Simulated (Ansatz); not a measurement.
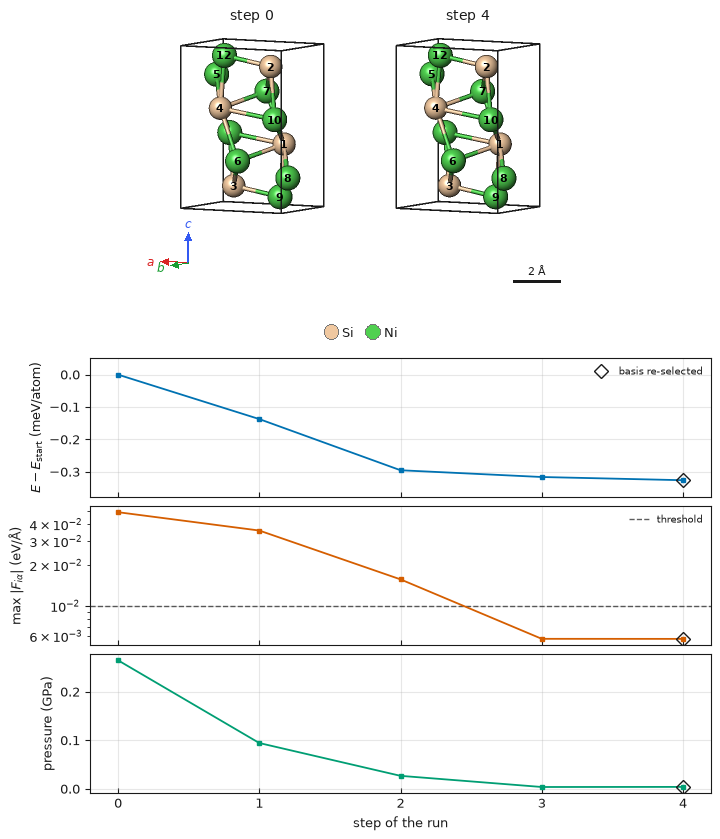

First and last geometry of a relaxation of solid SiNi₂ (built on the database_62 type), with the history of the run. The picture is a ball-and-stick view of the cell of the calculation, seen from a free direction.

Case: structure reported for this formula (Pnma, No. 62).

Computed with DFT PBE, scalar-relativistic, plane waves, PAW (Ansatz).

Input file:
```yaml
crystal:
  lattice:
    - [4.9892967225, 0.0, 0.0]
    - [0.0, 3.7442009085, 0.0]
    - [0.0, 0.0, 7.0745342761]
  atoms:
    - { symbol: Si, position: [0.2888420948, 0.25, 0.3858612538] }
    - { symbol: Si, position: [0.2111579052, 0.75, 0.8858612538] }
    - { symbol: Si, position: [0.7888420948, 0.25, 0.1141387462] }
    - { symbol: Si, position: [0.7111579052, 0.75, 0.6141387462] }
    - { symbol: Ni, position: [0.958955942, 0.25, 0.7940101345] }
    - { symbol: Ni, position: [0.541044058, 0.75, 0.2940101345] }
    - { symbol: Ni, position: [0.458955942, 0.25, 0.7059898655] }
    - { symbol: Ni, position: [0.041044058, 0.75, 0.2059898655] }
    - { symbol: Ni, position: [0.3286408958, 0.25, 0.0604161695] }
    - { symbol: Ni, position: [0.1713591042, 0.75, 0.5604161695] }
    - { symbol: Ni, position: [0.8286408958, 0.25, 0.4395838305] }
    - { symbol: Ni, position: [0.6713591042, 0.75, 0.9395838305] }
basis:
  ecutwfc: 420
kpoints:
  mp_grid: { grid: [8, 10, 6] }
hamiltonian:
  xc: pbe
scf:
  occupations: { method: gaussian, width: 0.1 }
output:
  forces: true
  stress: true
  eigenvalues: true
relax:
  adjacent_minimum: "off"
  f_tol: 0.01
  max_steps: 80
  cell: { stress_tol: 0.05 }
```

Command:
```bash
ansatz run input.yaml --threads 4 --pin off --max-ram 8192MiB --backend cpu --events-out ev --progress --plain --runs-dir out
```

### What do the curves and the structures tell?

It converged. The largest moves relative to the cell, 0.014 Å, are those of Ni5, Ni6, Ni7 and Ni8. Ni7 goes along [1 0 −3]. Largest moves by element: Ni 0.014 Å, Si 0.011 Å. The volume changes by +0.3 %, with a 4.989 → 5.021 Å (+0.6 %), b 3.744 → 3.730 Å (−0.4 %), c 7.075 → 7.077 Å (0.0 %). Among the contacts that change: Si1–Ni11 2.720 → 2.757 Å. The space group stays Pnma (No. 62). Over 3 accepted moves (4 points after the start) the energy falls by 0.3 meV per atom. Largest force component: 0.049 eV/Å at the start, 0.0057 eV/Å at the end. Pressure: 0.26 GPa at the start and 0.00 GPa at the end. The SCF was repeated once at an unchanged geometry on a basis and grid sized afresh for the cell, which shifted the energy by less than 0.05 meV per atom at most.
